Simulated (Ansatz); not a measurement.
System InAs (space group F-43m, No. 216); source of the atomic positions: the end point of a relaxation with DFT PBE+D3(BJ), scalar-relativistic, plane waves, PAW (Ansatz).

```cif
data_structure
_symmetry_space_group_name_H-M 'P 1'
_symmetry_Int_Tables_number 1
_cell_length_a 6.1122
_cell_length_b 6.1122
_cell_length_c 6.1122
_cell_angle_alpha 90.000
_cell_angle_beta 90.000
_cell_angle_gamma 90.000
_cell_volume 228.34
loop_
_atom_site_label
_atom_site_type_symbol
_atom_site_fract_x
_atom_site_fract_y
_atom_site_fract_z
_atom_site_occupancy
In1 In 0.25000 0.25000 0.25000 1
As1 As 0.00000 0.00000 0.00000 1
In2 In 0.25000 0.75000 0.75000 1
As2 As 0.00000 0.50000 0.50000 1
In3 In 0.75000 0.25000 0.75000 1
As3 As 0.50000 0.00000 0.50000 1
In4 In 0.75000 0.75000 0.25000 1
As4 As 0.50000 0.50000 0.00000 1
```

Bonds are taken as As–In below 3 Å. Atoms with one bond or none are removed and atoms with two bonds are replaced by edges, until no such atom is left.

What net does this leave?

The result is a uninodal 4-connected, three-periodic net: In and As are 4-connected nodes. It is the dia net, known from diamond, zinc blende and cristobalite. It is a single net, without interpenetration.

| node | links | point symbol | coordination sequence |
| --- | --- | --- | --- |
| In and As | 4 | 6⁶ | 4 12 24 42 64 92 124 162 |

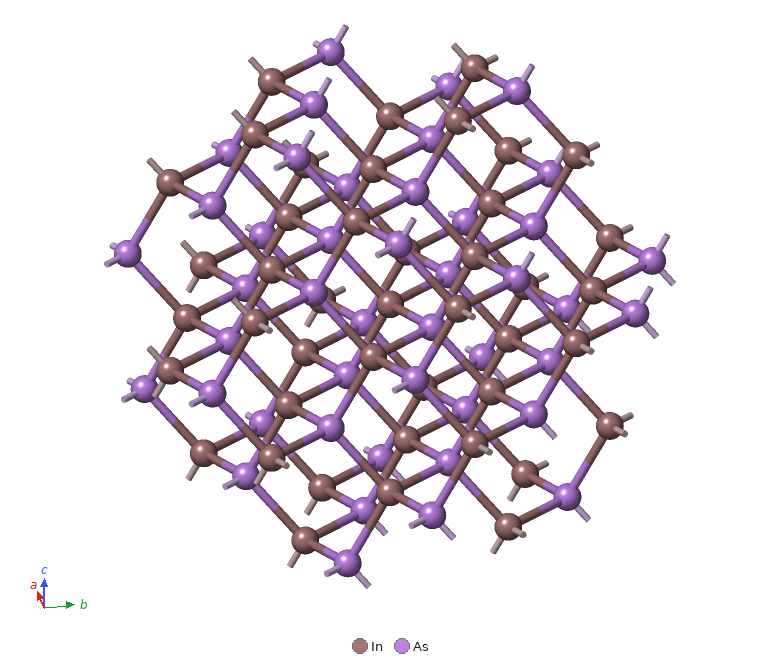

Nodes are coloured by element. Edges to nodes outside the piece are drawn as stubs.
